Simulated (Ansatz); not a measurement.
Geometry relaxation of Zn₁₇GaO₁₈ (charge +1) (part 2 of 2)

The same run, continued: Zn₁₇GaO₁₈ (defect cell, 36 atoms in the cell, total charge +1); DFT PBE, scalar-relativistic, plane waves, PAW, no spin polarisation (Ansatz 0.2.0); cutoff 420 eV, 2×2×2 k-mesh, Gaussian smearing of 0.02 eV. The structure derives from a Materials Project entry. It belongs to a series of runs on one base structure; here: Ga_Zn, charge +1, atoms relaxed at the host's cell.

Output, continued
```
  k-point 0: bands = ["-11.2605", "-10.9233", "-10.9120", "-10.9120", "-10.6943", "-10.4947", "-10.4947", "-10.4533", "-10.3999", "-10.3648", "-10.3648", "-10.2709", "-10.2709", "-10.2434", "-10.2000", "-10.1812", "-10.1812", "-10.1684", "-6.6129", "-6.6129", "-6.4719", "-6.4719", "-6.4712", "0.2491", "0.9275", "0.9560", "0.9560", "1.0008", "1.0008", "1.0297", "1.0506", "1.0506", "1.1412", "1.2345", "1.2922", "1.2922", "1.3224", "1.3224", "1.3352", "1.3504",
      "1.3504", "1.4026", "1.4237", "1.4237", "1.4483", "1.4596", "1.5033", "1.5033", "1.5548", "1.5548", "1.5788", "1.5874", "1.5874", "1.5997", "1.6356", "1.6356", "1.6715", "1.6715", "1.6766", "1.6928", "1.6928", "1.7034", "1.7765", "1.7765", "1.7946", "1.8331", "1.8400", "1.8400", "1.9337", "1.9388", "1.9388", "2.0324", "2.0324", "2.0514", "2.1369", "2.1369", "2.1857", "2.2976", "2.2976", "2.3305",
      "2.3389", "2.3389", "2.3795", "2.3898", "2.3898", "2.4213", "2.4213", "2.4262", "2.4275", "2.4527", "2.4527", "2.4866", "2.4866", "2.4955", "2.5158", "2.5158", "2.5569", "2.5569", "2.5715", "2.5715", "2.5755", "2.5957", "2.6306", "2.6306", "2.6402", "2.7067", "2.7067", "2.7179", "2.8285", "3.0042", "3.0042", "3.1150", "3.1492", "3.1492", "3.2673", "3.3322", "3.3524", "3.3524", "3.5664", "3.5762",
      "3.5762", "3.6297", "3.6379", "3.6379", "3.8281", "3.8497", "3.8497", "4.3664", "4.3664", "4.4465", "4.6996", "4.6999", "4.6999", "4.8920", "4.8920", "5.0035", "5.0429", "5.0429", "5.1301", "5.2105", "5.2105", "5.3054", "5.3654", "5.3654", "5.4530", "5.5252", "5.6394", "5.6394", "5.7021", "5.7021", "5.7043", "5.7592", "5.9682", "5.9682", "5.9805", "6.0379", "6.0379", "6.1681", "6.1681", "6.1709",
      "6.6208", "6.6208", "8.5751", "10.8007", "10.9137", "10.9137", "11.2586", "11.5564", "11.5587", "11.5587", "12.2842", "12.3404", "12.3404", "13.8044", "13.8588", "13.8588", "14.0854", "14.2269", "14.3114", "14.3114", "14.4706", "14.4706", "14.5998", "14.7324", "14.7324", "14.8128", "14.8128", "15.1887", "15.3472", "15.3472", "15.3521", "15.4333", "15.4612", "15.4612", "15.5249", "15.5643", "15.5643", "16.1317"]
  k-point 1: bands = ["-11.2462", "-10.9479", "-10.9144", "-10.9034", "-10.6826", "-10.5479", "-10.5011", "-10.4647", "-10.3821", "-10.3369", "-10.3289", "-10.2708", "-10.2668", "-10.2396", "-10.2353", "-10.1969", "-10.1687", "-10.1549", "-6.6129", "-6.6129", "-6.4718", "-6.4715", "-6.4712", "0.2592", "0.9973", "1.0340", "1.0348", "1.0452", "1.0724", "1.0796", "1.1048", "1.1272", "1.1441", "1.1449", "1.1929", "1.1992", "1.2182", "1.2791", "1.3374", "1.3602",
      "1.3746", "1.3891", "1.4180", "1.4223", "1.4313", "1.4668", "1.4741", "1.4823", "1.5119", "1.5166", "1.5311", "1.5326", "1.5730", "1.5845", "1.6010", "1.6197", "1.6229", "1.6512", "1.6839", "1.6898", "1.7023", "1.7243", "1.7429", "1.7712", "1.7916", "1.8081", "1.8272", "1.8345", "1.8502", "1.8865", "1.9355", "1.9844", "1.9965", "2.0236", "2.1100", "2.1247", "2.2420", "2.2864", "2.3217", "2.3298",
      "2.3525", "2.3647", "2.3796", "2.4020", "2.4147", "2.4299", "2.4304", "2.4417", "2.4538", "2.4705", "2.4854", "2.4949", "2.4966", "2.5092", "2.5244", "2.5250", "2.5499", "2.5619", "2.5765", "2.5776", "2.6102", "2.6253", "2.6555", "2.6584", "2.6636", "2.6920", "2.7055", "2.7685", "2.7747", "2.8880", "2.9913", "3.0154", "3.1286", "3.1764", "3.1765", "3.2909", "3.3110", "3.3904", "3.4906", "3.5591",
      "3.5623", "3.7601", "3.9481", "3.9793", "4.1692", "4.2647", "4.2952", "4.3429", "4.4927", "4.5091", "4.5186", "4.6007", "4.6141", "4.6938", "4.7677", "4.8864", "4.9754", "4.9815", "5.0971", "5.1245", "5.1781", "5.2923", "5.3763", "5.4740", "5.4741", "5.5472", "5.5646", "5.5871", "5.6130", "5.6742", "5.6945", "5.7246", "5.7717", "5.9302", "5.9326", "5.9805", "5.9944", "6.0369", "6.1043", "6.2337",
      "6.4652", "6.5359", "8.9840", "10.3258", "10.7263", "10.7945", "11.2783", "12.0613", "12.3673", "12.3967", "12.5727", "12.6815", "12.7139", "13.1157", "13.1216", "13.1370", "13.1659", "13.2071", "14.2047", "14.2471", "14.5279", "14.6040", "14.6408", "14.7881", "14.8852", "14.9775", "15.0413", "15.0478", "15.1764", "15.2560", "15.2652", "15.3294", "15.3517", "15.9664", "16.1076", "16.1737", "16.5468", "16.6975"]
--- Relaxed structure (3 steps of the walk, 3 accepted, 0 SCFs on fresh bases) ---
  F+E_penalty+E_count = -70436.19865157 eV   max|allowed force component| = 4.061e-3 eV/Å
  atoms:
    - { symbol: Ga, position: [0.3889454864203422, 0.05561215308700891, 0.05561215308700891] }
    - { symbol: Zn, position: [0.0518784554666734, 0.38955854347380914, 0.056204303117891125] }
    - { symbol: Zn, position: [0.3895376364512243, 0.7185451221333402, 0.3895585434738092] }
    - { symbol: Zn, position: [0.3895376364512243, 0.3895585434738092, 0.7185451221333401] }
    - { symbol: Zn, position: [0.05187845546667341, 0.05620430311789108, 0.38955854347380914] }
    - { symbol: Zn, position: [0.7228918768071426, 0.7185451221333401, 0.05620430311789115] }
    - { symbol: Zn, position: [0.7223507626326949, 0.38901742929936156, 0.3890174292993617] }
    - { symbol: Zn, position: [0.05394012013677418, 0.7206067868034409, 0.720606786803441] }
    - { symbol: Zn, position: [0.7228918768071425, 0.0562043031178911, 0.7185451221333401] }
    - { symbol: Zn, position: [0.44596798205095994, 0.445407183955562, 0.11263464871762674] }
    - { symbol: Zn, position: [0.10983842157768517, 0.7765050882443519, 0.11344781283737163] }
    - { symbol: Zn, position: [0.4459679820509599, 0.11263464871762668, 0.445407183955562] }
    - { symbol: Zn, position: [0.44678114617070497, 0.776505088244352, 0.776505088244352] }
    - { symbol: Zn, position: [0.11013116190693589, 0.4441496928867761, 0.4441496928867761] }
    - { symbol: Zn, position: [0.7787405172888953, 0.11263464871762674, 0.11263464871762671] }
    - { symbol: Zn, position: [0.7774830262201095, 0.7767978285736027, 0.4441496928867762] }
    - { symbol: Zn, position: [0.10983842157768517, 0.11344781283737165, 0.776505088244352] }
    - { symbol: Zn, position: [0.7774830262201095, 0.4441496928867761, 0.7767978285736027] }
    - { symbol: O, position: [0.26923218171346525, 0.9358988483801322, 0.9358988483801322] }
    - { symbol: O, position: [0.9287539673620261, 0.2616321725419869, 0.9292503374567519] }
    - { symbol: O, position: [0.26258367079008527, 0.5954206340286926, 0.2616321725419871] }
    - { symbol: O, position: [0.26258367079008527, 0.2616321725419871, 0.5954206340286927] }
    - { symbol: O, position: [0.9287539673620262, 0.9292503374567522, 0.26163217254198734] }
    - { symbol: O, position: [0.5949655058753205, 0.5954206340286925, 0.929250337456752] }
    - { symbol: O, position: [0.5953057231577026, 0.2619723898243691, 0.26197238982436916] }
    - { symbol: O, position: [0.9285942440831969, 0.5952609107498636, 0.5952609107498636] }
    - { symbol: O, position: [0.5949655058753205, 0.929250337456752, 0.5954206340286928] }
    - { symbol: O, position: [0.32119975892175134, 0.3047768483685026, 0.987866425588418] }
    - { symbol: O, position: [0.9858753346978935, 0.6525420013645601, 0.984296221937106] }
    - { symbol: O, position: [0.3211997589217513, 0.9878664255884181, 0.30477684836850255] }
    - { symbol: O, position: [0.31762955527043896, 0.65254200136456, 0.6525420013645601] }
    - { symbol: O, position: [0.9849925361647995, 0.31738422213856865, 0.31738422213856876] }
    - { symbol: O, position: [0.6381101817018358, 0.9878664255884181, 0.9878664255884181] }
    - { symbol: O, position: [0.6507175554719021, 0.6516592028314661, 0.31738422213856887] }
    - { symbol: O, position: [0.9858753346978933, 0.9842962219371058, 0.6525420013645601] }
    - { symbol: O, position: [0.650717555471902, 0.31738422213856876, 0.651659202831466] }
```

Trajectory as extended XYZ (Å, eV, eV/Å), 3 frames, from step=1 to step=3
```
36
Lattice="-0.0000 -5.6801 -5.2932 -4.9191 2.8400 -5.2932 4.9191 2.8400 -5.2932" Properties=species:S:1:pos:R:3:forces:R:3 step=1 energy=-70436.19669
Ga    0.0000   -1.8934   -2.6469    0.0000   0.0000  -0.0057
Zn   -1.6404    0.9681   -2.6353    0.0141   0.0459   0.0128
Zn   -1.6208    0.9365   -7.9284    0.0327  -0.0352   0.0128
Zn    1.6208    0.9365   -7.9284   -0.0327  -0.0352   0.0128
Zn    1.6404    0.9681   -2.6353   -0.0141   0.0459   0.0128
Zn   -3.2612   -1.9046   -7.9284    0.0468  -0.0107   0.0128
Zn    0.0000   -1.8934   -7.9413    0.0000   0.0000  -0.0125
Zn    0.0000    3.7867   -7.9154    0.0000   0.0000   0.0247
Zn    3.2612   -1.9046   -7.9284   -0.0468  -0.0107   0.0128
Zn   -1.6371   -0.9482   -5.3120    0.0043  -0.0025  -0.0569
Zn   -3.2629    1.9029   -5.2906    0.0385   0.0223  -0.0069
Zn    1.6371   -0.9482   -5.3120   -0.0043  -0.0025  -0.0569
Zn    0.0000    1.8743  -10.5837    0.0000  -0.0445  -0.0069
Zn    0.0000    1.8968   -5.2842    0.0000   0.0193   0.0001
Zn    0.0000   -3.7837   -5.3120    0.0000   0.0050  -0.0569
Zn   -1.6367   -0.9484  -10.5774    0.0167  -0.0096   0.0001
Zn    3.2629    1.9029   -5.2906   -0.0385   0.0223  -0.0069
Zn    1.6367   -0.9484  -10.5774   -0.0167  -0.0096   0.0001
O     0.0000    3.7867  -11.3289    0.0000   0.0000  -0.0756
O     3.2825   -1.8919  -11.2202    0.0270  -0.0299   0.0044
O    -1.6400    0.9432   -5.9270   -0.0394  -0.0085   0.0044
O     1.6400    0.9432   -5.9270    0.0394  -0.0085   0.0044
O    -3.2825   -1.8919  -11.2202   -0.0270  -0.0299   0.0044
O     1.6425    0.9487  -11.2202   -0.0124   0.0384   0.0044
O     0.0000   -1.8934   -5.9276    0.0000   0.0000   0.0548
O     0.0000   -1.8934  -11.2158    0.0000   0.0000  -0.0210
O    -1.6425    0.9487  -11.2202    0.0124   0.0384   0.0044
O     3.3579    1.8481   -8.5452    0.0657  -0.0379   0.0395
O     1.6333   -0.9504  -13.8816   -0.0180  -0.0104  -0.0057
O    -3.3579    1.8481   -8.5452   -0.0657  -0.0379   0.0395
O     0.0000    1.9008   -8.5884    0.0000   0.0208  -0.0057
O     0.0000   -3.7909   -8.5735    0.0000  -0.0347   0.0074
O     0.0000    1.9840  -13.8384    0.0000   0.0759   0.0395
O    -1.6433   -0.9446   -8.5735   -0.0300   0.0173   0.0074
O    -1.6333   -0.9504  -13.8816    0.0180  -0.0104  -0.0057
O     1.6433   -0.9446   -8.5735    0.0300   0.0173   0.0074
36
Lattice="-0.0000 -5.6801 -5.2932 -4.9191 2.8400 -5.2932 4.9191 2.8400 -5.2932" Properties=species:S:1:pos:R:3:forces:R:3 step=2 energy=-70436.19802
Ga    0.0000   -1.8934   -2.6476    0.0000   0.0000  -0.0038
Zn   -1.6402    0.9696   -2.6347    0.0086   0.0252   0.0058
Zn   -1.6196    0.9357   -7.9279    0.0175  -0.0200   0.0058
Zn    1.6196    0.9357   -7.9279   -0.0175  -0.0200   0.0058
Zn    1.6402    0.9696   -2.6347   -0.0086   0.0252   0.0058
Zn   -3.2598   -1.9053   -7.9279    0.0261  -0.0052   0.0058
Zn    0.0000   -1.8934   -7.9412    0.0000   0.0000  -0.0117
Zn    0.0000    3.7867   -7.9146    0.0000   0.0000   0.0119
Zn    3.2598   -1.9053   -7.9279   -0.0261  -0.0052   0.0058
Zn   -1.6370   -0.9482   -5.3130    0.0018  -0.0010  -0.0333
Zn   -3.2625    1.9031   -5.2910    0.0219   0.0126  -0.0079
Zn    1.6370   -0.9482   -5.3130   -0.0018  -0.0010  -0.0333
Zn    0.0000    1.8738  -10.5842    0.0000  -0.0253  -0.0079
Zn    0.0000    1.8970   -5.2846    0.0000   0.0112   0.0010
Zn    0.0000   -3.7836   -5.3130    0.0000   0.0020  -0.0333
Zn   -1.6366   -0.9485  -10.5778    0.0097  -0.0056   0.0010
Zn    3.2625    1.9031   -5.2910   -0.0219   0.0126  -0.0079
Zn    1.6366   -0.9485  -10.5778   -0.0097  -0.0056   0.0010
O     0.0000    3.7867  -11.3311    0.0000   0.0000  -0.0371
O     3.2832   -1.8926  -11.2199    0.0155  -0.0164   0.0034
O    -1.6409    0.9430   -5.9267   -0.0220  -0.0052   0.0034
O     1.6409    0.9430   -5.9267    0.0220  -0.0052   0.0034
O    -3.2832   -1.8926  -11.2199   -0.0155  -0.0164   0.0034
O     1.6423    0.9496  -11.2199   -0.0065   0.0216   0.0034
O     0.0000   -1.8934   -5.9262    0.0000   0.0000   0.0332
O     0.0000   -1.8934  -11.2162    0.0000   0.0000  -0.0120
O    -1.6423    0.9496  -11.2199    0.0065   0.0216   0.0034
O     3.3587    1.8476   -8.5440    0.0386  -0.0223   0.0228
O     1.6325   -0.9508  -13.8820   -0.0091  -0.0052  -0.0007
O    -3.3587    1.8476   -8.5440   -0.0386  -0.0223   0.0228
O     0.0000    1.9017   -8.5889    0.0000   0.0105  -0.0007
O     0.0000   -3.7913   -8.5737    0.0000  -0.0195   0.0059
O     0.0000    1.9849  -13.8372    0.0000   0.0446   0.0228
O    -1.6437   -0.9444   -8.5737   -0.0169   0.0098   0.0059
O    -1.6325   -0.9508  -13.8820    0.0091  -0.0052  -0.0007
O     1.6437   -0.9444   -8.5737    0.0169   0.0098   0.0059
36
Lattice="-0.0000 -5.6801 -5.2932 -4.9191 2.8400 -5.2932 4.9191 2.8400 -5.2932" Properties=species:S:1:pos:R:3:forces:R:3 step=3 energy=-70436.19865
Ga    0.0000   -1.8934   -2.6475    0.0000   0.0000  -0.0034
Zn   -1.6398    0.9713   -2.6341   -0.0018  -0.0005  -0.0018
Zn   -1.6183    0.9345   -7.9273    0.0004   0.0018  -0.0018
Zn    1.6183    0.9345   -7.9273   -0.0004   0.0018  -0.0018
Zn    1.6398    0.9713   -2.6341    0.0018  -0.0005  -0.0018
Zn   -3.2581   -1.9058   -7.9273   -0.0014  -0.0013  -0.0018
Zn    0.0000   -1.8934   -7.9418    0.0000   0.0000  -0.0031
Zn    0.0000    3.7867   -7.9141    0.0000   0.0000  -0.0040
Zn    3.2581   -1.9058   -7.9273    0.0014  -0.0013  -0.0018
Zn   -1.6369   -0.9483   -5.3144    0.0007  -0.0004  -0.0021
Zn   -3.2616    1.9036   -5.2921    0.0009   0.0005  -0.0028
Zn    1.6369   -0.9483   -5.3144   -0.0007  -0.0004  -0.0021
Zn    0.0000    1.8729  -10.5853    0.0000  -0.0011  -0.0028
Zn    0.0000    1.8972   -5.2849    0.0000   0.0007  -0.0005
Zn    0.0000   -3.7835   -5.3144    0.0000   0.0008  -0.0021
Zn   -1.6363   -0.9486  -10.5780    0.0006  -0.0004  -0.0005
Zn    3.2616    1.9036   -5.2921   -0.0009   0.0005  -0.0028
Zn    1.6363   -0.9486  -10.5780   -0.0006  -0.0004  -0.0005
O     0.0000    3.7867  -11.3329    0.0000   0.0000   0.0041
O     3.2841   -1.8932  -11.2196    0.0005  -0.0001   0.0019
O    -1.6419    0.9426   -5.9264   -0.0004  -0.0004   0.0019
O     1.6419    0.9426   -5.9264    0.0004  -0.0004   0.0019
O    -3.2841   -1.8932  -11.2196   -0.0005  -0.0001   0.0019
O     1.6421    0.9507  -11.2196    0.0001   0.0005   0.0019
O     0.0000   -1.8934   -5.9244    0.0000   0.0000   0.0022
O     0.0000   -1.8934  -11.2169    0.0000   0.0000   0.0011
O    -1.6421    0.9507  -11.2196   -0.0001   0.0005   0.0019
O     3.3602    1.8467   -8.5424    0.0002  -0.0001   0.0022
O     1.6319   -0.9512  -13.8825    0.0003   0.0002   0.0030
O    -3.3602    1.8467   -8.5424   -0.0002  -0.0001   0.0022
O     0.0000    1.9023   -8.5893    0.0000  -0.0004   0.0030
O     0.0000   -3.7921   -8.5737    0.0000   0.0008   0.0010
O     0.0000    1.9866  -13.8355    0.0000   0.0002   0.0022
O    -1.6443   -0.9440   -8.5737    0.0007  -0.0004   0.0010
O    -1.6319   -0.9512  -13.8825   -0.0003   0.0002   0.0030
O     1.6443   -0.9440   -8.5737   -0.0007  -0.0004   0.0010
```

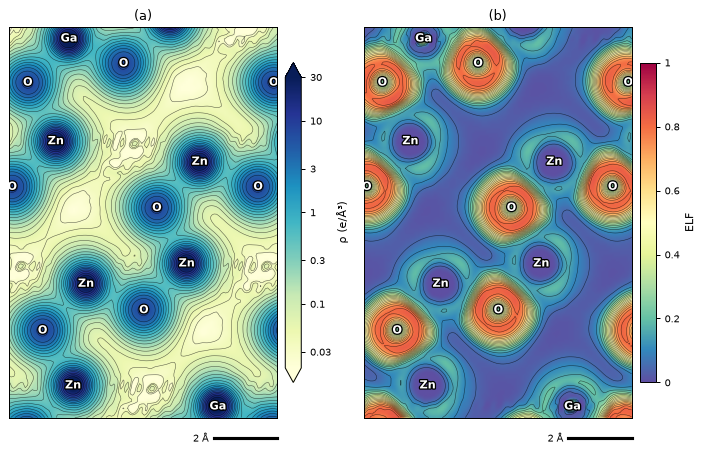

Figure 1. (a) valence electron density; (b) electron localisation function on the (011̄) plane of the calculation cell. Ga–O (1.90 Å): ρ is about 0.75 e/Å³ halfway; the ELF is about 0.40 at the midpoint. Zn–O (1.99 Å): the density is about 0.58 e/Å³ at the midpoint; the ELF is about 0.25 at the midpoint. Zn–O (2.05 Å): ρ at the midpoint is about 0.5 e/Å³; the ELF is about 0.20 at the midpoint. The density dies away to nearly zero in the voids. Core electrons are frozen (PAW), so the fields are smoothed inside the atomic spheres.

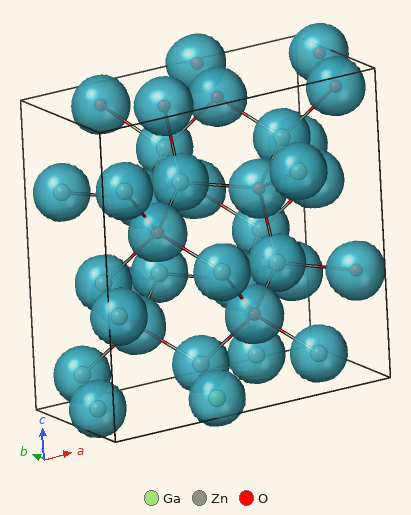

Figure 2. Isosurface of the valence charge density (pseudo) at 1 e/Å³ (cyan), seen slightly off an axis. Sticks mark near contacts. The outline is the calculation cell. At this value the density breaks into separate islands; it holds about 70 % of the electrons treated as valence (semicore included). It is pinched off along the Ga–O (1.90 Å), Zn–O (1.99 Å) and Zn–O (2.05 Å) contacts. On the grid the lowest density along these lines, outside the cores, is 0.73 e/Å³ (Ga–O, 1.90 Å), 0.58 e/Å³ (Zn–O, 1.99 Å) and 0.49 e/Å³ (Zn–O, 2.05 Å).
